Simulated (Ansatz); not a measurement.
**What a change does: single-point calculation on C**

System: C (9 atoms in the cell).
Method of run 1: DFT PBE, scalar-relativistic, plane waves, PAW, spin-polarised (Ansatz 0.2.0).

The structure was made by a generator, so it may or may not be a known phase. Text and figures count atoms from 1; the logs count them from 0 in places.

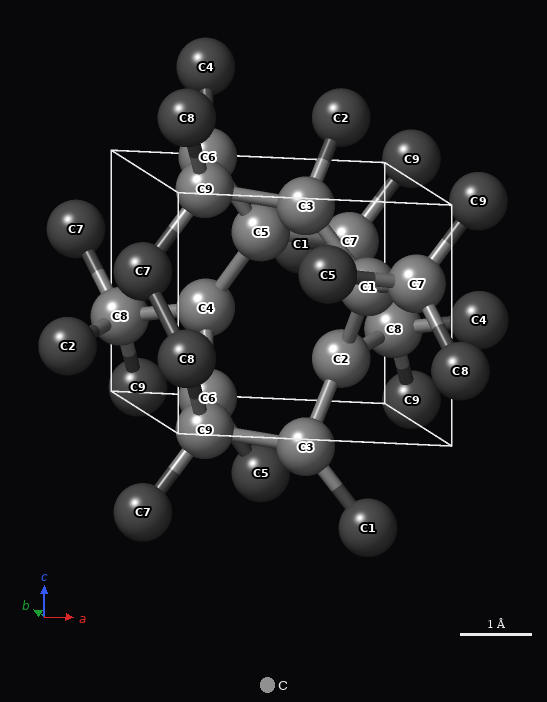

The input geometry (ball-and-stick view of the cell of the calculation, seen slightly off an axis; neighbours outside the cell are drawn fainter; atoms are numbered from 1 in the order of the input). Near neighbours in the crystal (not all of them lie inside the picture): C has 3 C at 1.45 to 1.46 Å; C has 4 C at 1.45 to 1.47 Å.

Input file, run 1:
```yaml
crystal:
  lattice:
    - [4.05824922, 0.0, 0.0]
    - [-2.02912461, 3.51454692, 0.0]
    - [0.0, 0.0, 3.46918863]
  atoms:
    - { symbol: C, position: [0.76399633, 0.28764899, 0.59769146], spin: 1.0 }
    - { symbol: C, position: [0.71235101, 0.47634734, 0.26435812], spin: 1.0 }
    - { symbol: C, position: [0.52365266, 0.23600367, 0.93102479], spin: 1.0 }
    - { symbol: C, position: [0.28764899, 0.76399633, 0.40230854], spin: 1.0 }
    - { symbol: C, position: [0.47634734, 0.71235101, 0.73564188], spin: 1.0 }
    - { symbol: C, position: [0.23600367, 0.52365266, 0.06897521], spin: 1.0 }
    - { symbol: C, position: [0.87097211, 0.0, 0.66666667], spin: 1.0 }
    - { symbol: C, position: [0.0, 0.87097211, 0.33333333], spin: 1.0 }
    - { symbol: C, position: [0.12902789, 0.12902789, 0.0], spin: 1.0 }
basis:
  ecutwfc: 420
kpoints:
  mp_grid: { grid: [6, 6, 6] }
hamiltonian:
  xc: pbe
scf:
  occupations: { method: gaussian, width: 0.1 }
  lower_state_search: "off"
output:
  forces: true
  stress: true
  eigenvalues: true
  populations: true
magnetization:
  spin_polarized: true
```

Launched with:
```bash
ansatz run input.yaml --threads 1 --pin off --max-ram 2560MiB --backend cpu --events-out ev --progress --plain --runs-dir out
```

Hardware: 1 thread of Arm Neoverse V1, 24 GiB of memory available, shared host.

Output, shortened to warnings, some set-up lines, iterations and results (run 1):
```
WARN: the starting moments were not kept: the SCF closed with an absolute magnetisation of 3.2e-7 μB, where they sum to 9 μB in size (9 sites). That is at most 0.1 of that sum. Measured as dr2_m measures the in/out step, that magnetisation stands 8.5e-15 eV from none, at or under the dr2_threshold of 1.0e-7 eV: it is no larger than a step whose dr2_m would equal this threshold. The system may …
Basis set: ecut = 420 eV, 947 PW (Γ), exchange–correlation on 60×60×48 points (8 copies of the dense FFT grid, shifted against one another)
Symmetry: 6 space group operations
k-points: 34 of 216 (time reversal used)
Initial density: superposition of atomic densities (chi_scale 0.1, normalization cell)
[...]
SCF iter   1: F=—  HF=-2243.760905 eV  |F-HF|=—  |Δ(HF+E_count)|=         —  Δρ=1.41e-1 (↑9.09e-2 ↓1.41e-1)  dr2=8.74e0  dr2_m=3.65e0  M=1.434 μB ∫|m|=1.434 μB  β_m=0.30  …
SCF iter   2: F=—  HF=-2244.083299 eV  |F-HF|=—  |Δ(HF+E_count)|=   3.22e-1  Δρ=1.04e-1 (↑6.72e-2 ↓1.04e-1)  dr2=5.13e0  dr2_m=1.94e0  M=1.115 μB ∫|m|=1.115 μB  β_m=0.30  …
SCF iter   3: F=—  HF=-2242.856816 eV  |F-HF|=—  |Δ(HF+E_count)|=    1.23e0  Δρ=4.87e-2 (↑4.85e-2 ↓4.87e-2)  dr2=9.01e-2  dr2_m=1.03e0  M=0.858 μB ∫|m|=0.858 μB  β_m=0.30  …
SCF iter   4: F=—  HF=-2243.345301 eV  |F-HF|=—  |Δ(HF+E_count)|=   4.88e-1  Δρ=3.73e-2 (↑3.67e-2 ↓3.73e-2)  dr2=5.48e-2  dr2_m=5.95e-1  M=0.606 μB ∫|m|=0.606 μB  β_m=0.30  …
SCF iter   5: F=—  HF=-2243.652169 eV  |F-HF|=—  |Δ(HF+E_count)|=   3.07e-1  Δρ=2.75e-2 (↑2.72e-2 ↓2.75e-2)  dr2=3.43e-3  dr2_m=3.37e-1  M=0.437 μB ∫|m|=0.437 μB  β_m=0.30  …
[... 5 lines ...]
SCF iter  11: F=—  HF=-2243.975082 eV  |F-HF|=—  |Δ(HF+E_count)|=   7.23e-5  Δρ=2.21e-5 (↑1.50e-5 ↓2.21e-5)  dr2=7.45e-8  dr2_m=1.33e-7  M=0.000 μB ∫|m|=0.000 μB  β_m=0.96  …
SCF iter  12: F=-2243.975082 eV  HF=-2243.975082 eV  |F-HF|=4.88e-9  |Δ(HF+E_count)|=   1.72e-7  Δρ=3.32e-6 (↑3.19e-6 ↓3.32e-6)  dr2=2.87e-9  dr2_m=3.88e-9  M=-0.000 μB …
SCF iter  13: F=-2243.975082 eV  HF=-2243.975082 eV  |F-HF|=1.51e-10  |Δ(HF+E_count)|=   5.75e-9  Δρ=5.24e-7 (↑5.24e-7 ↓4.39e-7)  dr2=2.04e-10  dr2_m=4.45e-11  M=-0.000 μB …
SCF iter  14: F=-2243.975082 eV  HF=-2243.975082 eV  |F-HF|=3.18e-12  |Δ(HF+E_count)|=  1.89e-10  Δρ=8.96e-8 (↑8.96e-8 ↓8.34e-8)  dr2=1.65e-11  dr2_m=1.84e-13  M=0.000 μB …
SCF 1 converged in 14 iterations: F = -2243.975082 eV  dr2 = 1.65e-11
SCF converged after 14 iterations
Magnetization: 0.0000 μB (18.0000 up, 18.0000 down)
Absolute magnetization: 0.0000 μB (∫|ρ↑−ρ↓|, with the PAW one-centre terms)
Spin contamination: 0.0000 ħ² per cell (⟨S²⟩ above its minimum at these occupations)
Per-site moments (μB) at R_I (Å): [(-4.988087792635082e-9, 0.5999326833865147), (-4.988087846890145e-9, 0.5999326833865147), (-4.9880878475317415e-9, 0.599932683386515), (-4.988087787773964e-9, 0.5999326833865148), (-4.988087748715056e-9, 0.5999326833865147), (-4.988087839104073e-9, …
Free energy (F): -2243.975082 eV
Harris-Foulkes:  -2243.975082 eV  (|F-HF|=3.18e-12)
Internal energy: -2243.968957 eV  (E = F + TS)
E sigma→0 (E₀):  -2243.972019 eV
Entropy (-TS):   -0.006125 eV (-0.681 meV/atom)
Fermi energy:    14.806985 eV
--- Per-component energies (eV) ---
  E_band       = 167.508575
  E_kinetic    = 853.648627
  E_local      = -612.116333  (includes V_loc(G=0)·N_el)
  E_nonlocal   = 250.959000
  E_hartree    = 143.669220
  E_xc         = -443.714345
  E_vxc        = -551.115019  (∫ρ·V_xc dr)
  E_paw        = -894.146445  (= ΣΔE_a)
  E_vpaw       = -61.206165  (= ΣTr[D̂ρ^β])
  E_aug_tail   = 0.000063  (compensation charges beyond the density's cutoff)
  E_ewald      = -1542.268743
  E_smearing   = -0.006125  (= −TS)
  E_closure    = -0.000000  (closes the sum)
  Σ components = -2243.975082   (vs F -2243.975082, Δ=0.00e0)
--- Forces (eV/Å), atoms counted from 1 ---
  atom   1  C     -2.25240784    -0.56445311    -0.42142554
  atom   2  C      1.61503465    -1.66841585    -0.42142554
  atom   3  C      0.63737318     2.23286896    -0.42142554
  atom   4  C      0.63737318    -2.23286896     0.42142554
  atom   5  C     -2.25240784     0.56445311     0.42142554
  atom   6  C      1.61503465     1.66841585     0.42142554
  atom   7  C      0.24814955    -0.00000000     0.00000000
  atom   8  C     -0.12407478     0.21490382     0.00000000
  atom   9  C     -0.12407478    -0.21490382     0.00000000
  max |Σ_I F_I| component: 5.27e-16 eV/Å
--- Stress (GPa, compression-positive) ---
       74.118583       0.000000       0.000000
        0.000000      74.118583       0.000000
        0.000000       0.000000      68.818004
  P = ⅓ Tr σ = 72.3517 GPa (723.517 kbar)
--- Löwdin populations: 9 sites ---
  site symbol       q [e]    m [muB]
     0      C      3.9739     0.0000
     1      C      3.9739     0.0000
     2      C      3.9739     0.0000
     3      C      3.9739     0.0000
     4      C      3.9739     0.0000
     5      C      3.9739     0.0000
     6      C      3.9803     0.0000
[...]
```

The input of run 2 differs as follows (lines with − go, lines with + come):
```diff
-    - [4.05824922, 0.0, 0.0]
-    - [-2.02912461, 3.51454692, 0.0]
-    - [0.0, 0.0, 3.46918863]
+    - [4.287307077, 0.0, 0.0]
+    - [-2.1436535385, 3.7129168425, 0.0]
+    - [0.0, 0.0, 3.6305120249]
-    - { symbol: C, position: [0.76399633, 0.28764899, 0.59769146], spin: 1.0 }
-    - { symbol: C, position: [0.71235101, 0.47634734, 0.26435812], spin: 1.0 }
-    - { symbol: C, position: [0.52365266, 0.23600367, 0.93102479], spin: 1.0 }
-    - { symbol: C, position: [0.28764899, 0.76399633, 0.40230854], spin: 1.0 }
-    - { symbol: C, position: [0.47634734, 0.71235101, 0.73564188], spin: 1.0 }
-    - { symbol: C, position: [0.23600367, 0.52365266, 0.06897521], spin: 1.0 }
-    - { symbol: C, position: [0.87097211, 0.0, 0.66666667], spin: 1.0 }
-    - { symbol: C, position: [0.0, 0.87097211, 0.33333333], spin: 1.0 }
-    - { symbol: C, position: [0.12902789, 0.12902789, 0.0], spin: 1.0 }
+    - { symbol: C, position: [0.72210388, 0.2546993564, 0.5526911537], spin: 1.0 }
+    - { symbol: C, position: [0.7453006436, 0.4674045235, 0.2193578204], spin: 1.0 }
+    - { symbol: C, position: [0.5325954765, 0.27789612, 0.886024487], spin: 1.0 }
+    - { symbol: C, position: [0.2546993564, 0.72210388, 0.4473088463], spin: 1.0 }
+    - { symbol: C, position: [0.4674045235, 0.7453006436, 0.7806421796], spin: 1.0 }
+    - { symbol: C, position: [0.27789612, 0.5325954765, 0.113975513], spin: 1.0 }
+    - { symbol: C, position: [0.8557462434, 0.0, 0.6666666667], spin: 1.0 }
+    - { symbol: C, position: [0.0, 0.8557462434, 0.3333333333], spin: 1.0 }
+    - { symbol: C, position: [0.1442537566, 0.1442537566, 0.0], spin: 1.0 }
```

How does run 2 compare with run 1?

With the same functional and potentials, run 2 lies 345.1 meV per atom lower. The pressure goes from 72.35 to 0.10 GPa. The largest force goes from 2.360 to 0.006 eV/Å. The volume per atom goes from 5.50 to 6.42 Å³. The SCF takes 13 iterations against 14. The plane waves at Γ go from 947 to 1135.

Output, shortened to warnings, some set-up lines, iterations and results (run 2):
```
WARN: the starting moments were not kept: the SCF closed with an absolute magnetisation of 4.0e-6 μB, where they sum to 9 μB in size (9 sites). That is at most 0.1 of that sum. Measured as dr2_m measures the in/out step, that magnetisation stands 2.5e-12 eV from none, at or under the dr2_threshold of 1.0e-7 eV: it is no larger than a step whose dr2_m would equal this threshold. The system may …
Basis set: ecut = 420 eV, 1135 PW (Γ), exchange–correlation on 60×60×50 points (8 copies of the dense FFT grid, shifted against one another)
Symmetry: 6 space group operations
k-points: 34 of 216 (time reversal used)
Initial density: superposition of atomic densities (chi_scale 0.1, normalization cell)
[...]
SCF iter   1: F=—  HF=-2245.885270 eV  |F-HF|=—  |Δ(HF+E_count)|=         —  Δρ=1.19e-1 (↑7.83e-2 ↓1.19e-1)  dr2=6.22e0  dr2_m=3.45e0  M=1.283 μB ∫|m|=1.284 μB  β_m=0.30  …
SCF iter   2: F=—  HF=-2246.600608 eV  |F-HF|=—  |Δ(HF+E_count)|=   7.15e-1  Δρ=8.81e-2 (↑5.78e-2 ↓8.81e-2)  dr2=3.67e0  dr2_m=1.85e0  M=0.967 μB ∫|m|=0.968 μB  β_m=0.30  …
SCF iter   3: F=—  HF=-2246.018649 eV  |F-HF|=—  |Δ(HF+E_count)|=   5.82e-1  Δρ=4.39e-2 (↑4.36e-2 ↓4.39e-2)  dr2=7.07e-2  dr2_m=9.82e-1  M=0.726 μB ∫|m|=0.726 μB  β_m=0.30  …
SCF iter   4: F=—  HF=-2246.490209 eV  |F-HF|=—  |Δ(HF+E_count)|=   4.72e-1  Δρ=3.34e-2 (↑3.30e-2 ↓3.34e-2)  dr2=4.41e-2  dr2_m=5.65e-1  M=0.493 μB ∫|m|=0.494 μB  β_m=0.30  …
SCF iter   5: F=—  HF=-2246.782410 eV  |F-HF|=—  |Δ(HF+E_count)|=   2.92e-1  Δρ=2.43e-2 (↑2.42e-2 ↓2.43e-2)  dr2=1.44e-3  dr2_m=3.11e-1  M=0.360 μB ∫|m|=0.361 μB  β_m=0.30  …
SCF iter   6: F=—  HF=-2246.913547 eV  |F-HF|=—  |Δ(HF+E_count)|=   1.31e-1  Δρ=1.80e-2 (↑1.79e-2 ↓1.80e-2)  dr2=7.96e-4  dr2_m=1.70e-1  M=0.277 μB ∫|m|=0.278 μB  β_m=0.30  …
SCF iter   7: F=—  HF=-2246.988533 eV  |F-HF|=—  |Δ(HF+E_count)|=   7.50e-2  Δρ=1.36e-2 (↑1.36e-2 ↓1.35e-2)  dr2=9.07e-5  dr2_m=9.71e-2  M=0.193 μB ∫|m|=0.196 μB  β_m=0.30  …
SCF iter   8: F=—  HF=-2247.029067 eV  |F-HF|=—  |Δ(HF+E_count)|=   4.05e-2  Δρ=1.02e-2 (↑1.02e-2 ↓1.02e-2)  dr2=6.19e-5  dr2_m=5.54e-2  M=0.133 μB ∫|m|=0.137 μB  β_m=0.65  …
SCF iter   9: F=—  HF=-2247.080566 eV  |F-HF|=—  |Δ(HF+E_count)|=   5.15e-2  Δρ=7.42e-4 (↑7.42e-4 ↓7.41e-4)  dr2=5.64e-6  dr2_m=2.90e-4  M=-0.000 μB ∫|m|=0.009 μB  β_m=0.76  …
SCF iter  10: F=—  HF=-2247.080856 eV  |F-HF|=—  |Δ(HF+E_count)|=   2.89e-4  Δρ=2.41e-4 (↑2.37e-4 ↓2.41e-4)  dr2=1.40e-6  dr2_m=3.00e-5  M=0.004 μB ∫|m|=0.007 μB  β_m=0.88  …
SCF iter  11: F=—  HF=-2247.080899 eV  |F-HF|=—  |Δ(HF+E_count)|=   4.38e-5  Δρ=2.24e-5 (↑2.14e-5 ↓2.24e-5)  dr2=5.83e-8  dr2_m=2.39e-7  M=0.000 μB ∫|m|=0.001 μB  β_m=0.94  …
SCF iter  12: F=-2247.080900 eV  HF=-2247.080900 eV  |F-HF|=5.02e-9  |Δ(HF+E_count)|=   3.67e-7  Δρ=2.36e-6 (↑2.36e-6 ↓1.74e-6)  dr2=4.70e-9  dr2_m=1.25e-9  M=-0.000 μB …
SCF iter  13: F=-2247.080900 eV  HF=-2247.080900 eV  |F-HF|=3.97e-10  |Δ(HF+E_count)|=   6.61e-9  Δρ=5.41e-7 (↑5.41e-7 ↓4.80e-7)  dr2=5.33e-10  dr2_m=1.56e-11  M=-0.000 μB …
SCF 1 converged in 13 iterations: F = -2247.080900 eV  dr2 = 5.33e-10
SCF converged after 13 iterations
Magnetization: -0.0000 μB (18.0000 up, 18.0000 down)
Absolute magnetization: 0.0000 μB (∫|ρ↑−ρ↓|, with the PAW one-centre terms)
Spin contamination: 0.0000 ħ² per cell (⟨S²⟩ above its minimum at these occupations)
Per-site moments (μB) at R_I (Å): [(-2.8510409293044473e-7, 0.6139645288055), (-2.8510409291439435e-7, 0.6139645288054999), (-2.851040929237464e-7, 0.6139645288054999), (-2.8510409292766307e-7, 0.6139645288054999), (-2.8510409295269957e-7, 0.6139645288054999), (-2.8510409291907654e-7, …
Free energy (F): -2247.080900 eV
Harris-Foulkes:  -2247.080900 eV  (|F-HF|=3.97e-10)
Internal energy: -2247.075274 eV  (E = F + TS)
E sigma→0 (E₀):  -2247.078087 eV
Entropy (-TS):   -0.005626 eV (-0.625 meV/atom)
Fermi energy:    12.003422 eV
--- Per-component energies (eV) ---
  E_band       = 97.019069
  E_kinetic    = 810.872245
  E_local      = -686.844702  (includes V_loc(G=0)·N_el)
  E_nonlocal   = 241.584678
  E_hartree    = 162.216983
  E_xc         = -432.080927
  E_vxc        = -535.823327  (∫ρ·V_xc dr)
  E_paw        = -890.847416  (= ΣΔE_a)
  E_vpaw       = -57.203547  (= ΣTr[D̂ρ^β])
  E_aug_tail   = 0.000065  (compensation charges beyond the density's cutoff)
  E_ewald      = -1451.976199
  E_smearing   = -0.005626  (= −TS)
  E_closure    = -0.000000  (closes the sum)
  Σ components = -2247.080900   (vs F -2247.080900, Δ=0.00e0)
--- Forces (eV/Å), atoms counted from 1 ---
  atom   1  C      0.00259336    -0.00028703    -0.00188675
  atom   2  C     -0.00104811     0.00238942    -0.00188675
  atom   3  C     -0.00154525    -0.00210240    -0.00188675
  atom   4  C     -0.00154525     0.00210240     0.00188675
  atom   5  C      0.00259336     0.00028703     0.00188675
  atom   6  C     -0.00104811    -0.00238942     0.00188675
  atom   7  C     -0.00611834     0.00000000    -0.00000000
  atom   8  C      0.00305917    -0.00529864     0.00000000
  atom   9  C      0.00305917     0.00529864     0.00000000
  max |Σ_I F_I| component: 4.63e-16 eV/Å
--- Stress (GPa, compression-positive) ---
        0.162144      -0.000000       0.000000
        0.000000       0.162144       0.000000
        0.000000       0.000000      -0.029342
  P = ⅓ Tr σ = 0.0983 GPa (0.983 kbar)
--- Löwdin populations: 9 sites ---
  site symbol       q [e]    m [muB]
     0      C      3.9739    -0.0000
     1      C      3.9739    -0.0000
     2      C      3.9739    -0.0000
     3      C      3.9739    -0.0000
     4      C      3.9739    -0.0000
     5      C      3.9739    -0.0000
     6      C      3.9810     0.0000
[...]
```

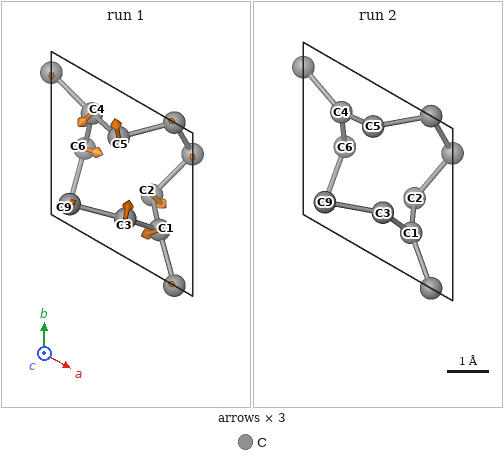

The two input geometries at one scale (ball-and-stick view of the cell of the calculation, along the c axis). The orange arrows on the first give the shifts of the atoms relative to the cell, with their mean removed, magnified 3 times. The largest moves relative to the cell, 0.23 Å, are those of C atoms. (The mean shift of all atoms is removed.) The drawn cell changes as follows: a = b 4.058 → 4.287 Å (+5.6 %), c 3.469 → 3.631 Å (+4.7 %); the volume changes by +16.8 %. Among the contacts that change: C–C 1.470 → 1.616 Å, C–C 1.454 → 1.522 Å, C–C 1.459 → 1.488 Å.

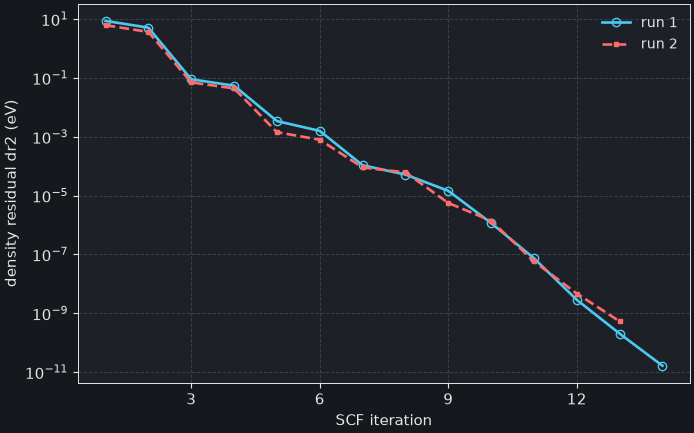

Convergence of the two runs: density residual dr2 against the SCF iteration. Run 1 takes 14 iterations in all, and run 2 takes 13.

The two runs side by side:

| quantity | run 1 | run 2 |
| --- | --- | --- |
| outcome | converged | converged |
| free energy per atom (eV) | −249.3306 | −249.6757 |
| energy per atom, smearing taken to zero (eV) | −249.3302 | −249.6753 |
| gap on the mesh (eV) | 0.00 | 0.00 |
| net moment of the cell (μB) | 0.00 | 0.00 |
| absolute moment of the cell (μB) | 0.00 | 0.00 |
| pressure (GPa) | 72.35 | 0.10 |
| volume per atom (Å³) | 5.50 | 6.42 |
| largest force (eV/Å) | 2.360 | 0.006 |
| SCF iterations | 14 | 13 |
| irreducible k-points | 34 | 34 |
| plane waves at Γ | 947 | 1135 |
| wall time (shared host) | 23 s | 25 s |

For both runs: Warnings: some starting moments were not kept. For run 1: The cell is under a pressure of 72 GPa at this level, so it is not at its equilibrium volume.
